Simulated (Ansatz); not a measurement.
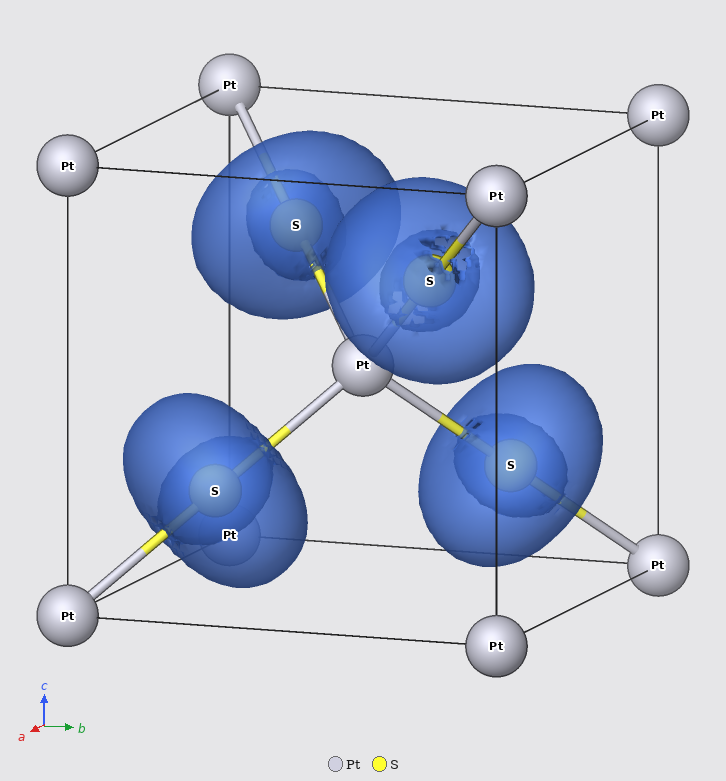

Figure 1: PtS2. Isosurface of the ELF at 0.75 (blue), seen slightly off an axis. Only the valence region is drawn (cores and ρ < 0.01 e/Å³ removed). Sticks mark near contacts.

Space group Pn-3m; a structure generated by program, which may or may not match a known phase.

The calculation used DFT PBE, scalar-relativistic, plane waves, PAW (Ansatz).

```yaml
crystal:
  lattice:
    - [5.20530, 0.00000, 0.00000]
    - [0.00000, 5.20530, 0.00000]
    - [0.00000, 0.00000, 5.20530]
  atoms:
    - { symbol: Pt, position: [0.00000, 0.00000, 0.00000] }
    - { symbol: Pt, position: [0.50000, 0.50000, 0.50000] }
    - { symbol: S, position: [0.75000, 0.75000, 0.75000] }
    - { symbol: S, position: [0.25000, 0.25000, 0.75000] }
    - { symbol: S, position: [0.75000, 0.25000, 0.25000] }
    - { symbol: S, position: [0.25000, 0.75000, 0.25000] }
```

Q: What do the ELF domains correspond to?

A: At this value the surface marks out four regions wrapped around S (the valence shell of each), counted in one cell of 6 atoms. Any copies at cell faces, edges or corners count once. Along the contacts the grid gives the following. Pt–S (2.25 Å): the ELF peaks at about 0.75 in the valence shell of S, 0.7 Å from its nucleus, and is about 0.40 at the midpoint.

Q: Metal or insulator at this level of theory?

A: It is metallic or semimetallic at this level of theory: no gap opens; semilocal functionals without U, or without the true magnetic order, often close the gap of such compounds.
